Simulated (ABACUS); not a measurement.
# A series of single points on WC

System: WC (2 atoms in the cell).
Method: Kohn-Sham DFT of a periodic cell, PBEsol, PseudoDojo NC SR 0.4.1 PBEsol standard, no spin polarisation (ABACUS 3.10.1).

The 7 runs differ only in the geometry, by an even scaling of the cell at fixed fractional positions. The structure derives from an entry of the Crystallography Open Database.

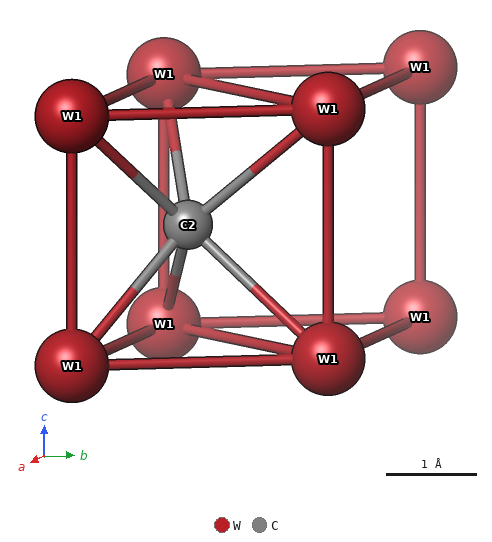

Figure 1. The structure of run 4 (ball-and-stick view of the cell of the calculation, seen slightly off an axis; atoms are numbered from 1 in the order of the input). An atom can appear more than once, as a periodic image.

## Input of run 4
```
INPUT_PARAMETERS
suffix              WC
calculation         scf
basis_type          pw
pseudo_dir          ./
symmetry            1
dft_functional      pbesol
ecutwfc             82
pseudo_rcut         7
nspin               1
nbands              13
ks_solver           dav
smearing_method     fd
smearing_sigma      0.00367493
scf_thr             1e-08
scf_nmax            100
mixing_type         broyden
mixing_beta         0.7
cal_force           1
cal_stress          1
kpar                4
```

## File STRU of run 4
```
ATOMIC_SPECIES
W 183.8400 W.upf
C 12.0110 C.upf

LATTICE_CONSTANT
1.8897261246

LATTICE_VECTORS
2.9065000000 0.0000000000 0.0000000000
-1.4532500000 2.5171028361 0.0000000000
0.0000000000 0.0000000000 2.8366000000

ATOMIC_POSITIONS
Direct

W
0.0
1
0.0000000000 0.0000000000 0.0000000000 1 1 1

C
0.0
1
0.6666666667 0.3333333333 0.5000000000 1 1 1
```

## File KPT of run 4
```
K_POINTS
0
Gamma
10 10 9 0 0 0
```

Command:
```bash
OMP_NUM_THREADS=1 mpirun -np 4 abacus > log
```

Run 3 differs from it as follows:
```diff
-2.9065000000 0.0000000000 0.0000000000
--1.4532500000 2.5171028361 0.0000000000
-0.0000000000 0.0000000000 2.8366000000
+2.8869927008 0.0000000000 0.0000000000
+-1.4434963504 2.5002090195 0.0000000000
+0.0000000000 0.0000000000 2.8175618425
```

## Results, with one run withheld

| run | volume per atom (Å³) | free energy per atom, from the lowest run given (meV) | pressure (GPa) |
| --- | --- | --- | --- |
| 1 | 9.754 | 40.00 | 24.95 |
| 2 | 9.961 | 14.34 | 14.59 |
| 3 | 10.169 | ? | ? |
| 4 | 10.376 | 0.00 | −3.14 |
| 5 | 10.584 | 8.89 | −10.67 |
| 6 | 10.791 | 27.05 | −17.46 |
| 7 | 10.999 | 53.56 | −23.56 |

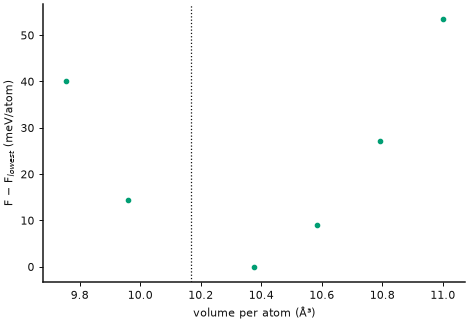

Figure 2. Free energy per atom of the runs given; the dotted line marks run 3.

What should run 3 give?

A cubic polynomial in V^(−2/3) (the Birch–Murnaghan form), fitted to the 6 runs given, misses them by at most 0.02 meV per atom. With x = V^(−2/3) − 0.20995 Å⁻², it reads F = 0.39355 − 1738.9 x + 6.6393e+05 x² + 5.8767e+05 x³ (meV per atom). At run 3 it gives 1.40 meV per atom, and the run itself gives 1.43. The slope of the fit gives a pressure −dF/dV of 5.36 GPa there, and the run prints 5.25 GPa. The two needn't agree exactly: the fit is approximate, and the printed stress is taken on a finite basis. The fit has its minimum at 10.299 Å³ per atom, where V d²F/dV² gives 411 GPa. Cell shape and fractional positions are held, so this is the stiffness under even scaling; the relaxed bulk modulus wasn't computed.

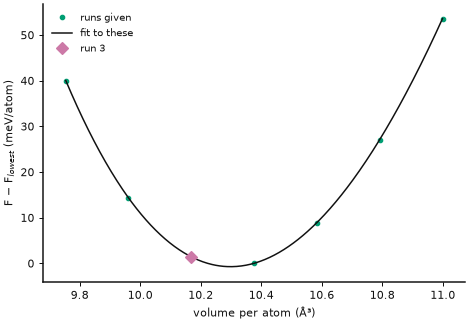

Figure 3. The fit and the withheld run.

## Some lines of the output (run 3)
```
[...]
                             Volume (A^3) = 20.3374
 E_Fermi        1.5780854372         21.4709538761
 E_Fermi        1.5175897558         20.6478679060
 E_Fermi        1.5370708908         20.9129223451
 E_Fermi        1.5330704320         20.8584933103
 E_Fermi        1.5332722849         20.8612396595
 E_Fermi        1.5334979855         20.8643104741
 E_Fermi        1.5334780527         20.8640392745
 E_KS(sigma->0) -163.7082103388      -2227.3644699908
 E_Fermi        1.5334800769         20.8640668150
 final etot is -2227.3653809 eV
 EFERMI = 20.864066815 eV
 TOTAL-PRESSURE: 52.537810 KBAR
 !FINAL_ETOT_IS -2227.3653809003048991 eV
```

Notes: Spin–orbit coupling is left out, which matters for W.
